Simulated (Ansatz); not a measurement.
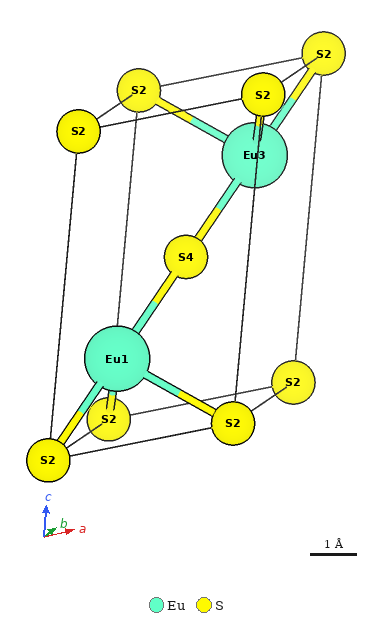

The structure as given in the input (ball-and-stick view of the reduced cell, seen slightly off an axis; atoms are numbered from 1 in the order of the input).

**Single-point calculation, with input and output: EuS (part 1 of 2)**

The run: single-point calculation of EuS (Fm-3m, 4 atoms in the cell). Method and program: DFT PBE+U+J, scalar-relativistic, plane waves, PAW, U = 5 eV, J = 0.9 eV on Eu atom 1 f; U = 5 eV, J = 0.9 eV on Eu atom 3 f, spin-polarised (Ansatz 0.2.0).

The structure was built on a prototype by a generator; it need not be a known phase. It belongs to a series of runs on one base structure; here: from atoms, default search. Figures and captions count atoms from 1; the log counts them from 0 in places.

**Output**
```
Eu: projections on atomic orbitals take those of the free atom [Kr 4d10] 4f7 5s2 5p6 5d0 6s2, of charge +0.00 (hamiltonian.pseudopotentials.projection_atoms); the dataset's partial waves leave at most 1.0e-3 of an orbital's norm unspanned inside its sphere
S: projections on atomic orbitals take those of the free atom [Ne] 3s2 3p4, of charge +0.00 (hamiltonian.pseudopotentials.projection_atoms); the dataset's partial waves leave at most 1.6e-7 of an orbital's norm unspanned inside its sphere
Engine: ansatz 0.2.0, aarch64-unknown-linux-gnu
Pseudopotentials: kind: paw
Pseudopotential: Eu, paw, valence charge 17, recommended cutoff 420 eV (normal), Eu.paw.azcp
Pseudopotential: S, paw, valence charge 6, recommended cutoff 420 eV (normal), S.paw.azcp
Functional definition: PBE
  parameter kappa = 0.804
  parameter beta = 0.06672455060314922
  exchange = pbe_x(kappa = kappa, mu = beta*pi^2/3)
  correlation = pbe_c(beta = beta)
Crystal: 4 atoms, lattice volume = 105.695 Å³
Basis set: ecut = 420 eV, 2093 PW (Γ), exchange–correlation on 60×60×120 points (8 copies of the dense FFT grid, shifted against one another)
Bands: 36, of which v1, the nominal top of the filled ones, is band 23 counted from 1 (22 counted from 0)
Symmetry: 12 space group operations
Space group: R-3m (ITA 166), of the structure as read, at distance tolerance 4.7e-5 Å
Magnetic group: BNS 166.102 (UNI 1332), of the structure as read, at distance tolerance 4.7e-5 Å
k-points: 32 of 216
Non-local potential: Eu, projectors of the file, l = 0: 3, l = 1: 2, l = 2: 2, l = 3: 3
Non-local potential: S, projectors of the file, l = 0: 2, l = 1: 2, l = 2: 2
PAW form: soft (Blöchl's): semilocal exchange-correlation on the pseudo side does not see the compensation charge
PAW one-centre angular grid: Eu, 590 points (default); XC on 64 Gauss nodes
PAW one-centre angular grid: S, 110 points (default); XC on 64 Gauss nodes
Initial density: superposition of atomic densities (chi_scale 0.1, normalization cell)
Starting moments: Σ|m| = 14 μB on 2 of 4 sites
Starting magnetic order: antiferromagnet; a translation exchanges its spin sublattices: spin-degenerate at every k-point
Initial wavefunctions: pseudopotential atomic-orbital guess
Functional: x = pbe(κ = 0.804, μ = 0.2195149727645171), c = pbe(β = 0.06672455060314922)
SCF iter   1: F=—  HF=-19341.961845 eV  |F-HF|=—  |Δ(HF+E_count)|=         —  Δρ=2.49e-1 (↑2.49e-1 ↓2.49e-1)  dr2=5.81e0  dr2_m=5.87e1  M=0.000 μB ∫|m|=14.419 μB  β_m=1.00  ethr=3.10e-3  ⟨swp⟩=6.0  Hψ=4620  notcnv=0  defer=1
preconditioner: auto → Resta (q_TF=auto, 2.375 Å⁻¹)  ε∞=6.0  [insulator: Δε(μ)=1.148 eV  Ē_g=10.520 eV  σ=0.050 eV  W_gap=1.00  n_scr=28 (ndim 8)  ℏωp=23.4 eV  f_vac=0.000  D(μ)=0.00/eV (n_scr^D=0)  ε∞_Penn≈6.0]
spin=Collinear: Resta preconditioning applied to the charge; magnetization (m = ρ↑ − ρ↓) channel mixes plain (no charge-response kernel on spin).
SCF iter   2: F=—  HF=-19328.896855 eV  |F-HF|=—  |Δ(HF+E_count)|=    1.31e1  Δρ=3.12e-2 (↑3.12e-2 ↓3.12e-2)  dr2=1.12e0  dr2_m=7.36e-1  M=0.000 μB ∫|m|=14.086 μB  β_m=1.00  ethr=3.10e-3  ⟨swp⟩=3.5  Hψ=3327  notcnv=0  defer=209
SCF iter   3: F=—  HF=-19334.236079 eV  |F-HF|=—  |Δ(HF+E_count)|=    5.34e0  Δρ=8.12e-3 (↑8.12e-3 ↓8.12e-3)  dr2=3.14e-1  dr2_m=1.15e-2  M=0.000 μB ∫|m|=13.967 μB  β_m=0.30  ethr=2.43e-3  ⟨swp⟩=3.7  Hψ=2119  notcnv=0  defer=242
SCF iter   4: F=—  HF=-19339.819917 eV  |F-HF|=—  |Δ(HF+E_count)|=    5.58e0  Δρ=5.84e-3 (↑5.84e-3 ↓5.84e-3)  dr2=3.75e-2  dr2_m=2.44e-2  M=0.000 μB ∫|m|=13.943 μB  β_m=0.30  ethr=6.82e-4  ⟨swp⟩=4.5  Hψ=2130  notcnv=0  defer=240
SCF iter   5: F=—  HF=-19343.058643 eV  |F-HF|=—  |Δ(HF+E_count)|=    3.24e0  Δρ=8.51e-3 (↑8.51e-3 ↓8.51e-3)  dr2=2.14e-2  dr2_m=6.31e-2  M=0.000 μB ∫|m|=13.864 μB  β_m=0.30  ethr=8.15e-5  ⟨swp⟩=4.5  Hψ=2171  notcnv=0  defer=252
SCF iter   6: F=—  HF=-19344.385203 eV  |F-HF|=—  |Δ(HF+E_count)|=    1.33e0  Δρ=5.05e-3 (↑5.05e-3 ↓5.05e-3)  dr2=3.01e-2  dr2_m=1.59e-2  M=0.000 μB ∫|m|=13.945 μB  β_m=1.00  ethr=4.66e-5  ⟨swp⟩=2.8  Hψ=2278  notcnv=0  defer=247
SCF iter   7: F=—  HF=-19345.167173 eV  |F-HF|=—  |Δ(HF+E_count)|=   7.82e-1  Δρ=4.07e-3 (↑4.07e-3 ↓4.07e-3)  dr2=1.53e-2  dr2_m=1.20e-2  M=0.000 μB ∫|m|=13.860 μB  β_m=0.30  ethr=4.66e-5  ⟨swp⟩=3.7  Hψ=1987  notcnv=0  defer=247
SCF iter   8: F=—  HF=-19345.467393 eV  |F-HF|=—  |Δ(HF+E_count)|=   3.00e-1  Δρ=6.66e-3 (↑6.66e-3 ↓6.66e-3)  dr2=6.72e-2  dr2_m=2.51e-2  M=0.000 μB ∫|m|=13.812 μB  β_m=0.30  ethr=3.34e-5  ⟨swp⟩=2.8  Hψ=2009  notcnv=0  defer=251
SCF iter   9: F=—  HF=-19345.590709 eV  |F-HF|=—  |Δ(HF+E_count)|=   1.23e-1  Δρ=1.89e-3 (↑1.89e-3 ↓1.89e-3)  dr2=4.80e-3  dr2_m=2.27e-3  M=0.000 μB ∫|m|=13.866 μB  β_m=1.00  ethr=3.34e-5  ⟨swp⟩=2.8  Hψ=1839  notcnv=0  defer=251
SCF iter  10: F=—  HF=-19345.666487 eV  |F-HF|=—  |Δ(HF+E_count)|=   7.58e-2  Δρ=1.15e-3 (↑1.15e-3 ↓1.15e-3)  dr2=8.67e-4  dr2_m=1.01e-3  M=0.000 μB ∫|m|=13.897 μB  β_m=1.00  ethr=1.04e-5  ⟨swp⟩=2.5  Hψ=2169  notcnv=0  defer=242
SCF iter  11: F=—  HF=-19345.693567 eV  |F-HF|=—  |Δ(HF+E_count)|=   2.71e-2  Δρ=2.12e-4 (↑2.12e-4 ↓2.12e-4)  dr2=8.93e-5  dr2_m=1.25e-5  M=0.000 μB ∫|m|=13.892 μB  β_m=1.00  ethr=1.88e-6  ⟨swp⟩=2.2  Hψ=1777  notcnv=0  defer=242
SCF iter  12: F=—  HF=-19345.710143 eV  |F-HF|=—  |Δ(HF+E_count)|=   1.66e-2  Δρ=4.35e-4 (↑4.35e-4 ↓4.35e-4)  dr2=1.95e-4  dr2_m=1.29e-4  M=0.000 μB ∫|m|=13.884 μB  β_m=0.30  ethr=1.94e-7  ⟨swp⟩=2.1  Hψ=1844  notcnv=0  defer=242
Mixer restart at iter 12: flushing history
spin-set hold released at iteration 12 (site moments contracting): the magnetisation degrees of freedom join the quasi-Newton model from the next iteration; the mixer history was flushed
SCF iter  13: F=—  HF=-19345.718093 eV  |F-HF|=—  |Δ(HF+E_count)|=   7.95e-3  Δρ=2.29e-4 (↑2.29e-4 ↓2.29e-4)  dr2=1.61e-4  dr2_m=7.89e-6  M=0.000 μB ∫|m|=13.891 μB  β_m=0.65  ethr=1.94e-7  ⟨swp⟩=2.0  Hψ=1674  notcnv=0  defer=242
SCF iter  14: F=—  HF=-19345.733339 eV  |F-HF|=—  |Δ(HF+E_count)|=   1.52e-2  Δρ=5.22e-3 (↑5.22e-3 ↓5.22e-3)  dr2=4.87e-2  dr2_m=1.33e-2  M=0.000 μB ∫|m|=13.821 μB  β_m=0.41  ethr=1.94e-7  ⟨swp⟩=3.2  Hψ=2701  notcnv=0  defer=242  recentre
SCF iter  15: F=—  HF=-19345.726307 eV  |F-HF|=—  |Δ(HF+E_count)|=   7.03e-3  Δρ=4.80e-4 (↑4.80e-4 ↓4.80e-4)  dr2=2.53e-4  dr2_m=1.55e-4  M=0.000 μB ∫|m|=13.880 μB  β_m=0.70  ethr=1.94e-7  ⟨swp⟩=3.5  Hψ=2753  notcnv=0  defer=242
SCF iter  16: F=—  HF=-19345.726375 eV  |F-HF|=—  |Δ(HF+E_count)|=   6.86e-5  Δρ=4.74e-4 (↑4.74e-4 ↓4.74e-4)  dr2=3.71e-4  dr2_m=1.20e-4  M=0.000 μB ∫|m|=13.878 μB  β_m=0.85  ethr=1.94e-7  ⟨swp⟩=1.2  Hψ=1306  notcnv=0  defer=240
SCF iter  17: F=—  HF=-19345.726363 eV  |F-HF|=—  |Δ(HF+E_count)|=   1.23e-5  Δρ=2.13e-5 (↑2.13e-5 ↓2.13e-5)  dr2=7.40e-7  dr2_m=2.39e-7  M=0.000 μB ∫|m|=13.883 μB  β_m=0.93  ethr=1.94e-7  ⟨swp⟩=2.1  Hψ=1670  notcnv=0  defer=240
SCF iter  18: F=—  HF=-19345.726367 eV  |F-HF|=—  |Δ(HF+E_count)|=   4.50e-6  Δρ=2.66e-5 (↑2.66e-5 ↓2.66e-5)  dr2=1.17e-6  dr2_m=3.51e-7  M=0.000 μB ∫|m|=13.882 μB  β_m=0.92  ethr=1.61e-9  ⟨swp⟩=2.1  Hψ=1654  notcnv=0  defer=240
SCF iter  19: F=—  HF=-19345.726368 eV  |F-HF|=—  |Δ(HF+E_count)|=   1.69e-7  Δρ=7.15e-6 (↑7.15e-6 ↓7.15e-6)  dr2=1.11e-7  dr2_m=2.07e-8  M=0.000 μB ∫|m|=13.882 μB  β_m=0.96  ethr=1.61e-9  ⟨swp⟩=2.0  Hψ=1495  notcnv=0  defer=240
SCF iter  20: F=-19345.726368 eV  HF=-19345.726368 eV  |F-HF|=1.05e-9  |Δ(HF+E_count)|=   1.15e-8  Δρ=8.06e-7 (↑8.06e-7 ↓8.06e-7)  dr2=2.14e-9  dr2_m=1.31e-10  M=0.000 μB ∫|m|=13.882 μB  ethr=2.17e-10  ⟨swp⟩=19.7  Hψ=10591  notcnv=0
SCF 1 converged in 20 iterations: F = -19345.726368 eV  dr2 = 2.14e-9
  greatest PAW one-centre occupation: 1.000 electrons in one spin orbital (limit 2), on the Eu atom at site 2 (counted from 0), in its partial waves of l = 0
Symmetry: 4 space group operations
k-points: 68 of 216
Initial density: read from a saved state, or passed on in memory by an earlier SCF of this step, an earlier step, the calling program or the single point that the run made first
Starting moments: Σ|m| = 14 μB on 2 of 4 sites; this step starts from the density that it was given
Initial wavefunctions: those read from a saved state, or passed on in memory by an earlier step or the calling program
the translation (0, 0, 0.5) carries every atom to within crystal.symmetry.tolerance of an atom of its element with the starting moment reversed, but both spin channels are solved: the run starts from a saved state that isn't shown to keep it, or this solve from the single point that its walk made first
iter 1 solved again at ethr=4.65e-12 eV; its pass at ethr=2.17e-6 eV (dr2=2.14e-9 eV) is discarded
SCF iter   1: F=—  HF=-19345.726368 eV  |F-HF|=—  |Δ(HF+E_count)|=         —  Δρ=8.06e-7 (↑8.06e-7 ↓8.06e-7)  dr2=2.14e-9  dr2_m=1.31e-10  M=-0.000 μB ∫|m|=13.882 μB  ethr=4.65e-12  ⟨swp⟩=1.0  Hψ=21270  notcnv=0
preconditioner: auto → Kerker (q_TF=auto, 2.375 Å⁻¹)  [metal: Δε(μ)=0.026 eV  Ē_g=11.367 eV  σ=0.050 eV  W_gap=0.29  n_scr=28 (ndim 8)  ℏωp=23.4 eV  f_vac=0.000  D(μ)=5.93/eV (n_scr^D=60)]
spin=Collinear: Kerker preconditioning applied to the charge; magnetization (m = ρ↑ − ρ↓) channel mixes plain (no charge-response kernel on spin).
SCF iter   2: F=—  HF=-19345.739839 eV  |F-HF|=—  |Δ(HF+E_count)|=   1.35e-2  Δρ=1.25e-3 (↑8.03e-4 ↓1.25e-3)  dr2=2.90e-3  dr2_m=3.62e-4  M=-0.006 μB ∫|m|=13.868 μB  ethr=2.17e-6  ⟨swp⟩=2.0  Hψ=24140  notcnv=0
SCF iter   3: F=—  HF=-19345.739290 eV  |F-HF|=—  |Δ(HF+E_count)|=   5.49e-4  Δρ=3.96e-4 (↑3.96e-4 ↓1.39e-4)  dr2=2.11e-4  dr2_m=4.15e-5  M=-0.010 μB ∫|m|=13.851 μB  ethr=2.17e-6  ⟨swp⟩=1.7  Hψ=12085  notcnv=0
SCF iter   4: F=—  HF=-19345.739284 eV  |F-HF|=—  |Δ(HF+E_count)|=   5.19e-6  Δρ=9.23e-6 (↑6.19e-6 ↓9.23e-6)  dr2=2.71e-7  dr2_m=1.55e-8  M=-0.012 μB ∫|m|=13.853 μB  ethr=9.26e-7  ⟨swp⟩=1.0  Hψ=10360  notcnv=0
SCF iter   5: F=-19345.739285 eV  HF=-19345.739285 eV  |F-HF|=2.39e-8  |Δ(HF+E_count)|=   2.54e-7  Δρ=2.68e-6 (↑2.52e-6 ↓2.68e-6)  dr2=2.33e-8  dr2_m=7.03e-10  M=-0.013 μB ∫|m|=13.853 μB  ethr=2.17e-10  ⟨swp⟩=2.4  Hψ=16091  notcnv=0
SCF iter   6: F=-19345.739285 eV  HF=-19345.739285 eV  |F-HF|=2.38e-8  |Δ(HF+E_count)|=  1.31e-10  Δρ=2.67e-6 (↑2.52e-6 ↓2.67e-6)  dr2=2.33e-8  dr2_m=7.07e-10  M=-0.013 μB ∫|m|=13.853 μB  ethr=5.06e-11  ⟨swp⟩=1.9  Hψ=17837  notcnv=0
SCF 2 converged in 6 iterations: F = -19345.739285 eV  dr2 = 2.33e-8
the translation (0, 0, 0.5) carries every atom to within crystal.symmetry.tolerance of an atom of its element with the starting moment reversed, but both spin channels are solved: the run starts from a saved state that isn't shown to keep it, or this solve from the single point that its walk made first
iter 1 solved again at ethr=5.03e-11 eV; its pass at ethr=3.10e-3 eV (dr2=2.31e-8 eV) is discarded
SCF iter   1: F=—  HF=-19345.739285 eV  |F-HF|=—  |Δ(HF+E_count)|=         —  Δρ=2.67e-6 (↑2.52e-6 ↓2.67e-6)  dr2=2.33e-8  dr2_m=7.06e-10  M=-0.013 μB ∫|m|=13.853 μB  β_m=0.30  ethr=5.03e-11  ⟨swp⟩=4.1  Hψ=19396  notcnv=0  defer=43
preconditioner: auto → Kerker (q_TF=auto, 2.375 Å⁻¹)  [metal: Δε(μ)=0.002 eV  Ē_g=11.364 eV  σ=0.050 eV  W_gap=0.02  n_scr=28 (ndim 8)  ℏωp=23.4 eV  f_vac=0.000  D(μ)=5.64/eV (n_scr^D=48)]
spin=Collinear: Kerker preconditioning applied to the charge; magnetization (m = ρ↑ − ρ↓) channel mixes plain (no charge-response kernel on spin).
SCF iter   2: F=—  HF=-19345.739285 eV  |F-HF|=—  |Δ(HF+E_count)|=   3.99e-8  Δρ=3.28e-5 (↑3.28e-5 ↓3.23e-5)  dr2=2.66e-6  dr2_m=5.39e-7  M=-0.014 μB ∫|m|=13.853 μB  β_m=0.18  ethr=5.03e-11  ⟨swp⟩=16.9  Hψ=42707  notcnv=0  recentre
SCF iter   3: F=—  HF=-19345.739285 eV  |F-HF|=—  |Δ(HF+E_count)|=   3.37e-8  Δρ=1.26e-5 (↑1.26e-5 ↓1.20e-5)  dr2=3.49e-7  dr2_m=8.32e-8  M=-0.013 μB ∫|m|=13.853 μB  β_m=0.15  ethr=5.03e-11  ⟨swp⟩=2.0  Hψ=5897  notcnv=0
SCF iter   4: F=—  HF=-19345.739285 eV  |F-HF|=—  |Δ(HF+E_count)|=   7.08e-8  Δρ=1.12e-5 (↑1.06e-5 ↓1.12e-5)  dr2=6.27e-7  dr2_m=3.61e-8  M=-0.014 μB ∫|m|=13.853 μB  β_m=0.32  ethr=5.03e-11  ⟨swp⟩=3.6  Hψ=10136  notcnv=0
SCF iter   5: F=—  HF=-19345.739285 eV  |F-HF|=—  |Δ(HF+E_count)|=   1.72e-8  Δρ=2.66e-5 (↑2.63e-5 ↓2.66e-5)  dr2=2.00e-6  dr2_m=3.35e-7  M=-0.014 μB ∫|m|=13.853 μB  β_m=0.25  ethr=5.03e-11  ⟨swp⟩=2.0  Hψ=8008  notcnv=0  recentre
SCF iter   6: F=—  HF=-19345.739285 eV  |F-HF|=—  |Δ(HF+E_count)|=   5.44e-9  Δρ=1.72e-5 (↑1.72e-5 ↓1.71e-5)  dr2=8.96e-7  dr2_m=1.42e-7  M=-0.014 μB ∫|m|=13.853 μB  β_m=0.21  ethr=5.03e-11  ⟨swp⟩=2.0  Hψ=7996  notcnv=0
SCF iter   7: F=—  HF=-19345.739285 eV  |F-HF|=—  |Δ(HF+E_count)|=   6.30e-8  Δρ=8.01e-6 (↑8.01e-6 ↓7.08e-6)  dr2=2.08e-7  dr2_m=2.97e-8  M=-0.014 μB ∫|m|=13.853 μB  β_m=0.28  ethr=5.03e-11  ⟨swp⟩=3.4  Hψ=10146  notcnv=0
SCF iter   8: F=—  HF=-19345.739285 eV  |F-HF|=—  |Δ(HF+E_count)|=   1.09e-8  Δρ=1.11e-5 (↑1.11e-5 ↓1.01e-5)  dr2=3.57e-7  dr2_m=5.78e-8  M=-0.014 μB ∫|m|=13.853 μB  β_m=0.31  ethr=5.03e-11  ⟨swp⟩=2.0  Hψ=6937  notcnv=0
SCF iter   9: F=—  HF=-19345.739285 eV  |F-HF|=—  |Δ(HF+E_count)|=   1.22e-7  Δρ=7.75e-6 (↑7.75e-6 ↓7.04e-6)  dr2=1.33e-7  dr2_m=3.02e-8  M=-0.015 μB ∫|m|=13.853 μB  β_m=0.66  ethr=5.03e-11  ⟨swp⟩=3.7  Hψ=11311  notcnv=0
SCF iter  10: F=—  HF=-19345.739285 eV  |F-HF|=—  |Δ(HF+E_count)|=   2.87e-8  Δρ=1.59e-5 (↑1.59e-5 ↓1.55e-5)  dr2=6.52e-7  dr2_m=1.23e-7  M=-0.016 μB ∫|m|=13.853 μB  β_m=0.33  ethr=5.03e-11  ⟨swp⟩=2.0  Hψ=8002  notcnv=0  recentre
SCF iter  11: F=-19345.739285 eV  HF=-19345.739285 eV  |F-HF|=8.92e-9  |Δ(HF+E_count)|=   3.69e-8  Δρ=2.16e-6 (↑2.16e-6 ↓2.12e-6)  dr2=1.16e-8  dr2_m=1.81e-9  M=-0.016 μB ∫|m|=13.853 μB  ethr=5.03e-11  ⟨swp⟩=9.3  Hψ=37667  notcnv=0
SCF 3 converged in 11 iterations: F = -19345.739285 eV  dr2 = 1.16e-8
the translation (0, 0, 0.5) carries every atom to within crystal.symmetry.tolerance of an atom of its element with the starting moment reversed, but both spin channels are solved: the run starts from a saved state that isn't shown to keep it, or this solve from the single point that its walk made first
iter 1 solved again at ethr=2.52e-11 eV; its pass at ethr=2.17e-6 eV (dr2=1.16e-8 eV) is discarded
```
